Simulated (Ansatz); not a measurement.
Geometry relaxation, with input and output: As

The run: geometry relaxation of As (P6₃/mmc, 2 atoms in the cell). Method and program: DFT, PBE, PAW with Ansatz's default frozen-core files, scalar-relativistic, no spin polarisation (Ansatz 0.2.0).

Its volume is 0.88 times that of the source entry. It belongs to a series of runs on one base structure; here: shape and atoms relaxed at 0.88 of the volume. Figures and captions count atoms from 1; the log counts them from 0 in places.

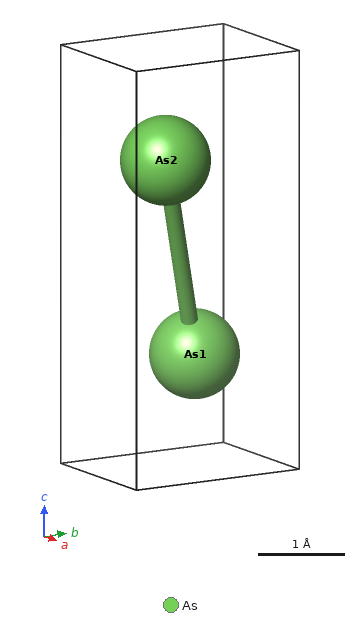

Figure 1. The starting structure (ball-and-stick view of the cell of the calculation, seen slightly off an axis; atoms are numbered from 1 in the order of the input). Near neighbours in the crystal (not all of them lie inside the picture): As has 12 As at 2.83 to 2.95 Å.

### Input file
```yaml
crystal:
  lattice:
    - [2.8348514146, 0.0, 0.0]
    - [-1.4174257073, 2.455053341, 0.0]
    - [0.0, 0.0, 4.9053381444]
  atoms:
    - { symbol: As, position: [0.3333333333, 0.6666666667, 0.25] }
    - { symbol: As, position: [0.6666666667, 0.3333333333, 0.75] }
kpoints:
  mp_grid: { grid: [16, 16, 9] }
scf:
  occupations: { method: fermi_dirac, width: 0.1 }
hamiltonian:
  xc: pbe
  pseudopotentials: { kind: paw }
output:
  forces: true
  stress: true
relax:
  f_tol: 0.005
  max_steps: 30
  cell: { stress_tol: 0.06, fix: [volume] }
```

Command:
```bash
ansatz run input.yaml --threads 1 --pin off --max-ram 2048MiB --backend cpu --events-out ev --progress --plain --runs-dir out
```

### Log
```
Engine: ansatz 0.2.0, x86_64-unknown-linux-gnu
Pseudopotentials: kind: paw
Pseudopotential: As, paw, valence charge 15, recommended cutoff 420 eV (normal), As.paw.azcp
Functional definition: PBE
  parameter kappa = 0.804
  parameter beta = 0.06672455060314922
  exchange = pbe_x(kappa = kappa, mu = beta*pi^2/3)
  correlation = pbe_c(beta = beta)
Crystal: 2 atoms, lattice volume = 34.140 Å³
Basis set: ecut = 420 eV, 665 PW (Γ), exchange–correlation on 40×40×72 points (8 copies of the dense FFT grid, shifted against one another)
Bands: 19, of which v1, the nominal top of the filled ones, is band 15 counted from 1 (14 counted from 0)
Symmetry: 24 space group operations
Space group: P63/mmc (ITA 194), of the structure as read, at distance tolerance 3.2e-5 Å
k-points: 150 of 2304
Non-local potential: As, projectors of the file, l = 0: 2, l = 1: 2, l = 2: 3, l = 3: 1
PAW form: soft (Blöchl's): semilocal exchange-correlation on the pseudo side does not see the compensation charge
PAW one-centre angular grid: As, 590 points (default); XC on 64 Gauss nodes
Initial density: superposition of atomic densities (neutral atoms: chi_scale 0, normalization atom), corrected by the library's trained network
Initial wavefunctions: pseudopotential atomic-orbital guess
Functional: x = pbe(κ = 0.804, μ = 0.2195149727645171), c = pbe(β = 0.06672455060314922)
SCF iter   1: F=—  HF=-9711.113442 eV  |F-HF|=—  |Δ(HF+E_count)|=         —  Δρ=2.22e-3  dr2=6.81e-4  ethr=1.77e-3  ⟨swp⟩=5.1  Hψ=12481  notcnv=0
preconditioner: auto → Kerker (q_TF=auto, 2.670 Å⁻¹)  [metal: Δε(μ)=0.025 eV  Ē_g=10.670 eV  σ=0.100 eV  W_gap=0.06  n_scr=10 (ndim 8)  ℏωp=20.1 eV  f_vac=0.000  D(μ)=0.89/eV (n_scr^D=2)]
SCF iter   2: F=—  HF=-9711.113786 eV  |F-HF|=—  |Δ(HF+E_count)|=   3.44e-4  Δρ=1.35e-3  dr2=2.46e-4  ethr=2.27e-6  ⟨swp⟩=2.0  Hψ=5909  notcnv=0
SCF iter   3: F=—  HF=-9711.114090 eV  |F-HF|=—  |Δ(HF+E_count)|=   3.03e-4  Δρ=5.09e-4  dr2=4.91e-5  ethr=8.22e-7  ⟨swp⟩=2.0  Hψ=5060  notcnv=0
SCF iter   4: F=—  HF=-9711.114110 eV  |F-HF|=—  |Δ(HF+E_count)|=   2.05e-5  Δρ=1.16e-4  dr2=2.37e-6  ethr=1.64e-7  ⟨swp⟩=2.8  Hψ=5145  notcnv=0
SCF iter   5: F=—  HF=-9711.114110 eV  |F-HF|=—  |Δ(HF+E_count)|=   1.40e-7  Δρ=2.32e-5  dr2=1.04e-7  ethr=7.91e-9  ⟨swp⟩=2.0  Hψ=5073  notcnv=0
SCF iter   6: F=—  HF=-9711.114109 eV  |F-HF|=—  |Δ(HF+E_count)|=   4.94e-7  Δρ=9.19e-6  dr2=1.58e-8  ethr=3.33e-10  ⟨swp⟩=4.0  Hψ=10196  notcnv=0
SCF iter   7: F=-9711.114109 eV  HF=-9711.114109 eV  |F-HF|=6.47e-9  |Δ(HF+E_count)|=   4.08e-8  Δρ=2.55e-6  dr2=1.19e-9  ethr=5.25e-11  ⟨swp⟩=3.9  Hψ=9169  notcnv=0
SCF 1 converged in 7 iterations: F = -9711.114109 eV  dr2 = 1.19e-9
  greatest PAW one-centre occupation: 0.999 electrons in one spin orbital (limit 2), on the As atom at site 1 (counted from 0), in its partial waves of l = 2
relax step   1: F+E_penalty+E_count = -9711.11410942 eV  Δ(F+E_penalty+E_count) = +0.000e0 eV  max|allowed force component| = 1.388e-17 eV/Å  Δτ_max = 0.0000 Å  P = +13.384 GPa  Ω = 34.140 Å³  fix = [volume]  reactions: volume +13.384 GPa  (7 SCF iters, dr2 threshold 1.00e-7 eV, accepted)
Initial density: handed on by an earlier stage of this run
Initial wavefunctions: those handed on with the density
iter 1 solved again at ethr=6.80e-8 eV; its pass at ethr=3.10e-3 eV (dr2=2.04e-5 eV) is discarded
SCF iter   1: F=—  HF=-9711.115395 eV  |F-HF|=—  |Δ(HF+E_count)|=         —  Δρ=2.97e-4  dr2=3.19e-5  ethr=6.80e-8  ⟨swp⟩=3.2  Hψ=17740  notcnv=0
preconditioner: auto → Kerker (q_TF=auto, 2.670 Å⁻¹)  [metal: Δε(μ)=0.025 eV  Ē_g=10.663 eV  σ=0.100 eV  W_gap=0.06  n_scr=10 (ndim 8)  ℏωp=20.1 eV  f_vac=0.000  D(μ)=0.91/eV (n_scr^D=2)]
SCF iter   2: F=—  HF=-9711.115392 eV  |F-HF|=—  |Δ(HF+E_count)|=   2.51e-6  Δρ=2.00e-4  dr2=1.49e-5  ethr=6.80e-8  ⟨swp⟩=1.0  Hψ=2850  notcnv=0
SCF iter   3: F=-9711.115389 eV  HF=-9711.115389 eV  |F-HF|=2.48e-8  |Δ(HF+E_count)|=   2.83e-6  Δρ=2.10e-5  dr2=9.36e-8  ethr=6.67e-10  ⟨swp⟩=3.0  Hψ=11412  notcnv=0
SCF 2 converged in 3 iterations: F = -9711.115389 eV  dr2 = 9.36e-8
relax step   2: F+E_penalty+E_count = -9711.11538937 eV  Δ(F+E_penalty+E_count) = -1.280e-3 eV  max|allowed force component| = 7.517e-18 eV/Å  Δτ_max = 0.0000 Å  P = +13.292 GPa  Ω = 34.140 Å³  energy of the carried Pulay correction = +2.744e-7 eV  fix = [volume]  reactions: volume +13.292 GPa  (3 SCF iters, dr2 threshold 2.00e-7 eV, accepted)
iter 1 solved again at ethr=1.01e-9 eV; its pass at ethr=3.10e-3 eV (dr2=3.02e-7 eV) is discarded
SCF iter   1: F=—  HF=-9711.115398 eV  |F-HF|=—  |Δ(HF+E_count)|=         —  Δρ=3.37e-5  dr2=3.93e-7  ethr=1.01e-9  ⟨swp⟩=3.1  Hψ=16377  notcnv=0
preconditioner: auto → Kerker (q_TF=auto, 2.670 Å⁻¹)  [metal: Δε(μ)=0.029 eV  Ē_g=10.662 eV  σ=0.100 eV  W_gap=0.07  n_scr=10 (ndim 8)  ℏωp=20.1 eV  f_vac=0.000  D(μ)=0.91/eV (n_scr^D=2)]
SCF iter   2: F=—  HF=-9711.115398 eV  |F-HF|=—  |Δ(HF+E_count)|=   1.10e-7  Δρ=2.32e-5  dr2=1.85e-7  ethr=1.01e-9  ⟨swp⟩=2.0  Hψ=4330  notcnv=0
SCF iter   3: F=—  HF=-9711.115398 eV  |F-HF|=—  |Δ(HF+E_count)|=   4.74e-9  Δρ=9.82e-6  dr2=3.41e-8  ethr=6.18e-10  ⟨swp⟩=1.0  Hψ=2850  notcnv=0
SCF iter   4: F=-9711.115398 eV  HF=-9711.115398 eV  |F-HF|=9.46e-11  |Δ(HF+E_count)|=   1.40e-9  Δρ=8.22e-7  dr2=1.90e-10  ethr=4.07e-11  ⟨swp⟩=4.0  Hψ=10067  notcnv=0
SCF 3 converged in 4 iterations: F = -9711.115398 eV  dr2 = 1.90e-10
relax step   3: F+E_penalty+E_count = -9711.11539779 eV  Δ(F+E_penalty+E_count) = -8.415e-6 eV  max|allowed force component| = 2.313e-17 eV/Å  Δτ_max = 0.0000 Å  P = +13.284 GPa  Ω = 34.140 Å³  energy of the carried Pulay correction = +2.961e-7 eV  fix = [volume]  reactions: volume +13.284 GPa  (4 SCF iters, dr2 threshold 1.22e-8 eV, accepted)
Initial wavefunctions: pseudopotential atomic-orbital guess (no wavefunctions were taken with the density)
iter 1 solved again at ethr=1.38e-8 eV; its pass at ethr=3.10e-3 eV (dr2=4.15e-6 eV) is discarded
SCF iter   1: F=—  HF=-9711.115398 eV  |F-HF|=—  |Δ(HF+E_count)|=         —  Δρ=4.46e-6  dr2=1.11e-9  ethr=1.38e-8  ⟨swp⟩=2.9  Hψ=19496  notcnv=0
preconditioner: auto → Kerker (q_TF=auto, 2.670 Å⁻¹)  [metal: Δε(μ)=0.028 eV  Ē_g=10.662 eV  σ=0.100 eV  W_gap=0.07  n_scr=10 (ndim 8)  ℏωp=20.1 eV  f_vac=0.000  D(μ)=0.91/eV (n_scr^D=2)]
SCF iter   2: F=—  HF=-9711.115398 eV  |F-HF|=—  |Δ(HF+E_count)|=   1.38e-7  Δρ=2.29e-6  dr2=3.12e-10  ethr=3.70e-12  ⟨swp⟩=2.1  Hψ=5125  notcnv=0
SCF iter   3: F=—  HF=-9711.115398 eV  |F-HF|=—  |Δ(HF+E_count)|=   1.31e-9  Δρ=3.43e-7  dr2=1.83e-11  ethr=1.00e-12  ⟨swp⟩=3.2  Hψ=13161  notcnv=0
SCF iter   4: F=-9711.115398 eV  HF=-9711.115398 eV  |F-HF|=3.64e-12  |Δ(HF+E_count)|=  7.28e-12  Δρ=1.67e-7  dr2=8.33e-12  ethr=1.00e-12  ⟨swp⟩=5.0  Hψ=11895  notcnv=0
SCF 4 converged in 4 iterations: F = -9711.115398 eV  dr2 = 8.33e-12
relax step   4: F+E_penalty+E_count = -9711.11539806 eV  Δ(F+E_penalty+E_count) = -2.724e-7 eV  max|allowed force component| = 2.313e-17 eV/Å  Δτ_max = 0.0000 Å  P = +13.284 GPa  Ω = 34.140 Å³  fix = [volume]  reactions: volume +13.284 GPa  stress off target by 1.25e-2 GPa on what of the cell is left free  SCF on the basis re-selected at this cell (its energy is not comparable with the rows above)  (4 SCF iters)
```

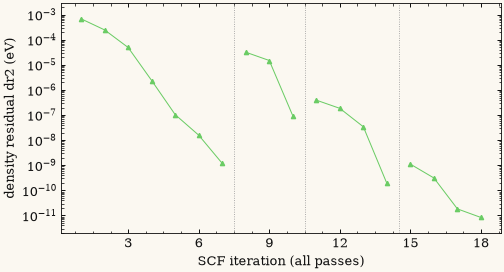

Figure 2. Convergence of the self-consistent field: density residual dr2 against the SCF iteration. The dotted lines part the SCF passes of the relaxation: geometry steps, rejected trials and re-solves on a re-selected basis. The passes take 7, 3, 4 and 4 iterations.

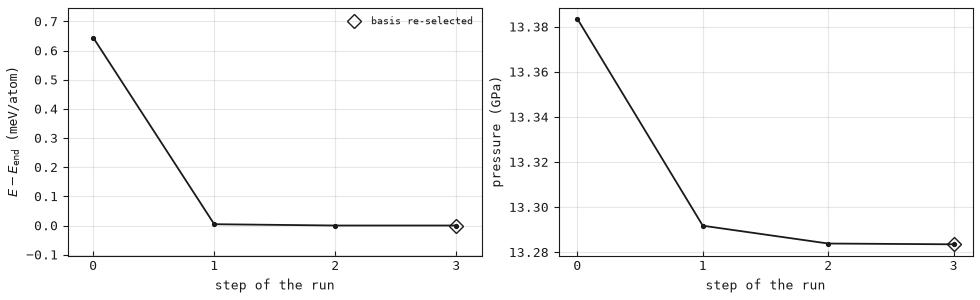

Figure 3. Progress of the relaxation, step by step (the first geometry is step 0 here and step 1 in the log).

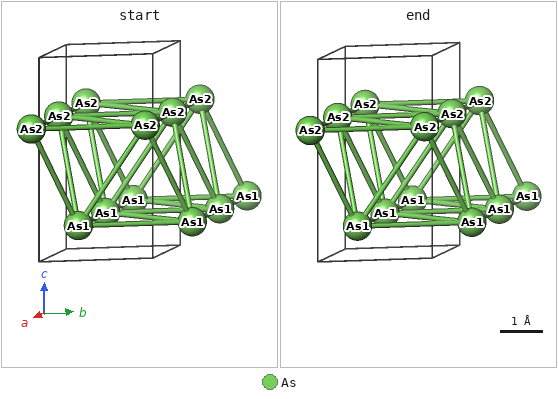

Figure 4. Before (left) and after (right) the relaxation, at one scale (ball-and-stick view of the cell of the calculation, repeated 3 × 2 × 1, seen slightly off an axis). After 2 geometry steps the energy has fallen by 0.6 meV per atom. All forces vanish by symmetry, so only the cell relaxes. Pressure: 13.38 GPa at the start and 13.28 GPa at the end. No atom moves by more than 0.005 Å relative to the cell. The drawn cell changes at constant volume: a = b 2.835 → 2.847 Å (+0.4 %), c 4.905 → 4.862 Å (−0.9 %). Distances before and after: As1–As2 2.949 → 2.935 Å, As1–As1 2.835 → 2.847 Å. The space group stays P6_3/mmc (No. 194). A last SCF at the same geometry on a re-selected plane-wave basis shifts the energy by next to nothing (0.0 meV per atom). (Atoms are counted from 1 in the order of the input.)

```
basis re-selected at this cell: Δ(F+E_penalty+E_count) = -2.724e-7 eV, ΔP = -0.000 GPa vs the last step (what re-selecting the basis moved, of the pressure what is left beyond the Pulay correction that the steps carried, after the strain that the cell walked since its last selection, with what the two solves' SCF thresholds leave and, on support functions, any second-order correction that the steps lacked; it is no measure of the basis error at this ecutwfc). This SCF's stress stands 1.25e-2 GPa from its target on what of the cell is left free (relax.cell.stress_tol is 6.00e-2 GPa) and its largest allowed force component is 2.31e-17 eV/Å (relax.f_tol is 5.00e-3 eV/Å): within both
SCF converged after 4 iterations
Free energy (F): -9711.115398 eV
Harris-Foulkes:  -9711.115398 eV  (|F-HF|=3.64e-12)
Internal energy: -9711.083725 eV  (E = F + TS)
E sigma→0 (E₀):  -9711.099561 eV
Entropy (-TS):   -0.031673 eV (-15.837 meV/atom)
Fermi energy:    14.542515 eV
--- Per-component energies (eV) ---
  E_band       = -355.712611
  E_kinetic    = 207.995938
  E_local      = -2702.169121  (includes V_loc(G=0)·N_el)
  E_nonlocal   = -1341.974660
  E_hartree    = 1586.827104
  E_xc         = -160.576063
  E_vxc        = -161.232714  (∫ρ·V_xc dr)
  E_paw        = -3667.951051  (= ΣΔE_a)
  E_vpaw       = 468.013675  (= ΣTr[D̂ρ^β])
  E_aug_tail   = 0.000018  (compensation charges beyond the density's cutoff)
  E_ewald      = -3633.235890
  E_smearing   = -0.031673  (= −TS)
  E_closure    = -0.000000  (closes the sum)
  Σ components = -9711.115398   (vs F -9711.115398, Δ=0.00e0)
--- Forces (eV/Å), atoms counted from 1 ---
  atom   1  As     0.00000000    -0.00000000    -0.00000000
  atom   2  As    -0.00000000     0.00000000     0.00000000
  max |Σ_I F_I| component: 1.16e-18 eV/Å
--- Stress (GPa, compression-positive) ---
       13.289735       0.000000      -0.000000
        0.000000      13.289735      -0.000000
       -0.000000      -0.000000      13.271058
  P = ⅓ Tr σ = 13.2835 GPa (132.835 kbar)
--- Relaxed structure (3 steps of the walk, 3 accepted, 1 SCFs on fresh bases) ---
  F+E_penalty+E_count = -9711.11539806 eV   max|allowed force component| = 2.313e-17 eV/Å   (the final SCF, on the basis selected at the relaxed cell)
  cell:  # Å, volume = 34.1397 Å³
    - [2.847325213582478, -1.4361598100558688e-32, 0.0]
    - [-1.423662606791239, 2.4658559677983787, 6.6074265468264e-33]
    - [0.0, 1.320201925359425e-32, 4.862452862117316]
  atoms:
    - { symbol: As, position: [0.33333333333333337, 0.6666666666666667, 0.25] }
    - { symbol: As, position: [0.6666666666666667, 0.33333333333333337, 0.7499999999999999] }
```

### Trajectory as extended XYZ (Å, eV, eV/Å), 4 frames, from step=1 to step=4
```
2
Lattice="2.8349 0.0000 0.0000 -1.4174 2.4551 0.0000 0.0000 0.0000 4.9053" Properties=species:S:1:pos:R:3:forces:R:3 step=1 energy=-9711.11411 pressure_GPa=13.38
As    0.0000    1.6367    1.2263    0.0000   0.0000   0.0000
As    1.4174    0.8184    3.6790    0.0000   0.0000   0.0000
2
Lattice="2.8464 0.0000 0.0000 -1.4232 2.4651 0.0000 0.0000 0.0000 4.8656" Properties=species:S:1:pos:R:3:forces:R:3 step=2 energy=-9711.11539 pressure_GPa=13.29
As    0.0000    1.6434    1.2164    0.0000   0.0000   0.0000
As    1.4232    0.8217    3.6492    0.0000   0.0000   0.0000
2
Lattice="2.8473 0.0000 0.0000 -1.4237 2.4659 0.0000 0.0000 0.0000 4.8625" Properties=species:S:1:pos:R:3:forces:R:3 step=3 energy=-9711.11540 pressure_GPa=13.28
As    0.0000    1.6439    1.2156    0.0000   0.0000   0.0000
As    1.4237    0.8220    3.6468    0.0000   0.0000   0.0000
2
Lattice="2.8473 0.0000 0.0000 -1.4237 2.4659 0.0000 0.0000 0.0000 4.8625" Properties=species:S:1:pos:R:3:forces:R:3 step=4 energy=-9711.11540 pressure_GPa=13.28
As    0.0000    1.6439    1.2156    0.0000   0.0000   0.0000
As    1.4237    0.8220    3.6468    0.0000   0.0000   0.0000
```

### Key numbers

| quantity | value |
| --- | --- |
| outcome | converged |
| space group (tolerance 0.01 Å) | P6₃/mmc (194) |
| electrons treated | 30 |
| free energy | −9711.1154 eV |
| Fermi energy | 14.543 eV |
| pressure | 13.28 GPa |
| final volume | 34.14 Å³ |
| largest force (length of the vector) at the end | under 0.001 eV/Å |
| final cell | a = 2.847 Å, b = 2.847 Å, c = 4.862 Å, α = 90.00°, β = 90.00°, γ = 120.00° |
| hardware | 1 thread of Intel Xeon @ 2.50GHz (Skylake/Cascade Lake), 64 GiB of memory available, shared host |
| wall time | 17 s |
| peak memory | 0.43 GiB |

The cell is under a pressure of 13.3 GPa at this level, so it is not at its equilibrium volume.
